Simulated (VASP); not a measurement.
System: O.

Input file:

```
SYSTEM = O
  ALGO = Normal
  EDIFF = 1E-6
  ENCUT = 520
  GGA = PS
  ISIF = 2
  ISMEAR = -1
  LASPH = .True.
  LCHARG = .True.
  LELF = .True.
  LREAL = .False.
  LVHAR = .True.
  LWAVE = .False.
  NBANDS = 9
  NELM = 100
  PREC = Accurate
  SIGMA = 0.1
```

Launched as:

```sh
cat potpaw_PBE.64/O/POTCAR > POTCAR
mpirun -np 1 vasp_std > vasp.out
```

Below, planes, directions and counts refer to the conventional cell (a = 1.76 Å, b = 1.76 Å, c = 3.59 Å, α = 90.00°, β = 90.00°, γ = 90.00°).

Space group P4/mmm; a structure from a database of computed crystals, not necessarily the ambient phase.

The calculation used VASP, Kohn-Sham DFT of a periodic cell, PBEsol, VASP PAW PBE potentials, recommended.

What will maps of the valence pseudo-density and electron localisation function show?

Answer. O–O (1.76 Å): ρ is about 0.82 e/Å³ halfway; the ELF peaks at about 0.75 in the valence shell of O, 0.5 Å from its nucleus, and drops to about 0.35 between the two atoms.

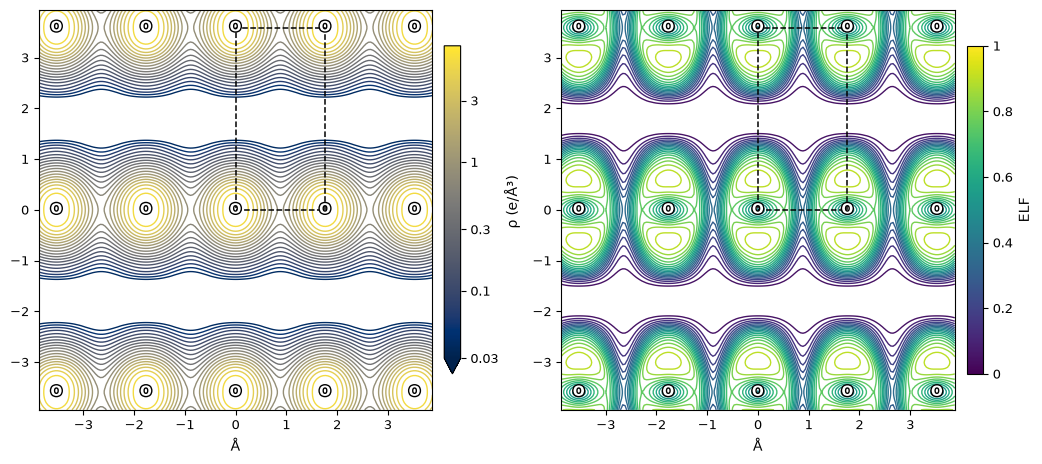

Computed valence pseudo-density and electron localisation function on the (010) plane of the conventional cell, in this order. 

Core electrons are frozen (PAW), and the valence fields are smoothed inside the atomic spheres.
